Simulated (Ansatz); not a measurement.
## Electronic structure of Li₃H₄ in real space

```
Li H
1.0
     3.71963   -3.71963    0.00000
     3.71963    3.71963    0.00000
     0.00000    0.00000   25.98449
Li H
3 4
Cartesian
  3.7196 1.8598 8.1672
  1.8598 0.0000 7.8068
  5.5794 0.0000 7.8068
  3.7196 3.5949 7.9183
  3.7196 0.1248 7.9183
  1.9846 1.8598 7.9183
  5.4547 1.8598 7.9183
```

A structure generated by program, which may or may not match a known phase; computed without spin polarisation.

Level of theory: DFT PBE, scalar-relativistic, plane waves, PAW (Ansatz 0.2.0).

Core electrons are frozen (PAW), and the valence fields are smoothed inside the atomic spheres.

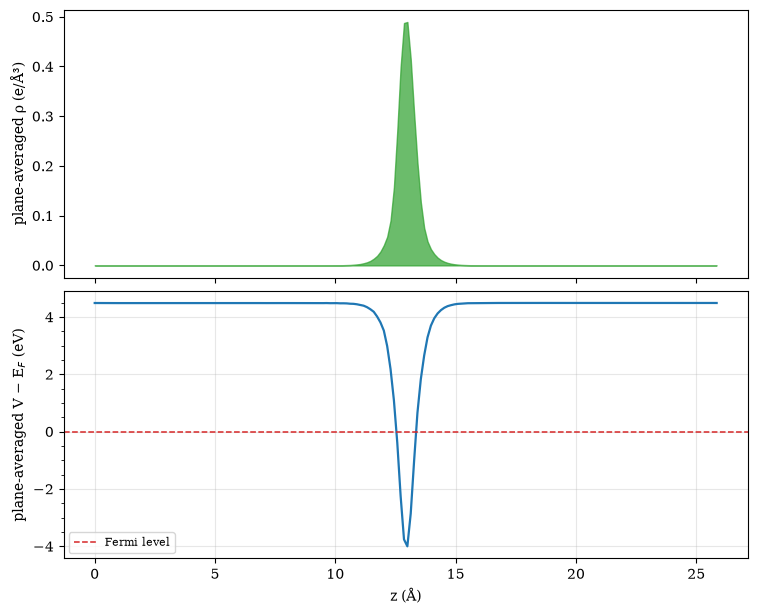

Figure 1. Plane average of the electrostatic potential energy of an electron and of the valence charge density (pseudo) across the slab.

Q: Read off the work function of this surface.

A: The potential is flat in the vacuum, 4.48 eV above the Fermi level; this is the work function, the same on both faces.

Q: How thick is the slab, and how wide the vacuum?

A: The outermost nuclei are 0.4 Å apart, in 1 atomic plane; the vacuum between periodic images is 25.6 Å wide.

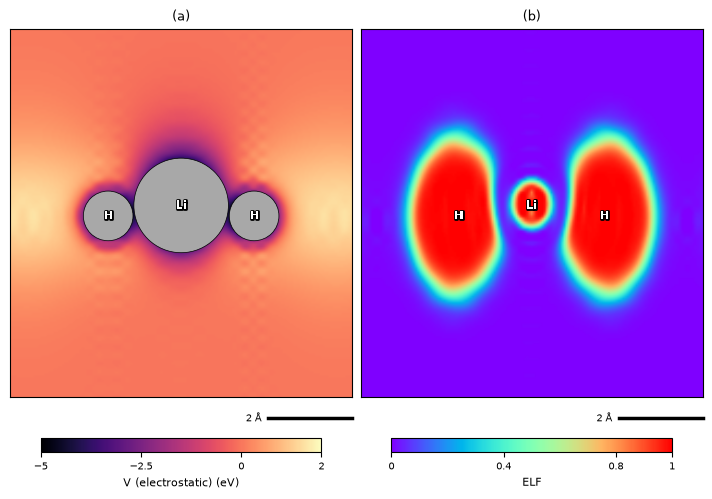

Figure 2. (a) electrostatic potential (local pseudopotential plus Hartree) felt by an electron; (b) ELF on the (110) plane of the calculation cell, a cut from vacuum to vacuum. Grey discs cover the atomic cores in the potential map.

Q: What does the map show?

A: The plane passes through Li and H nuclei. Li–H (1.75 Å): the ELF climbs to about 1 towards the hydrogen. The features right at Li lie inside the PAW spheres, where the map follows smoothed inner orbitals and isn't to be read closely.

Q: Metal or insulator at this level of theory?

A: It is gapless in this calculation (a metal or semimetal).
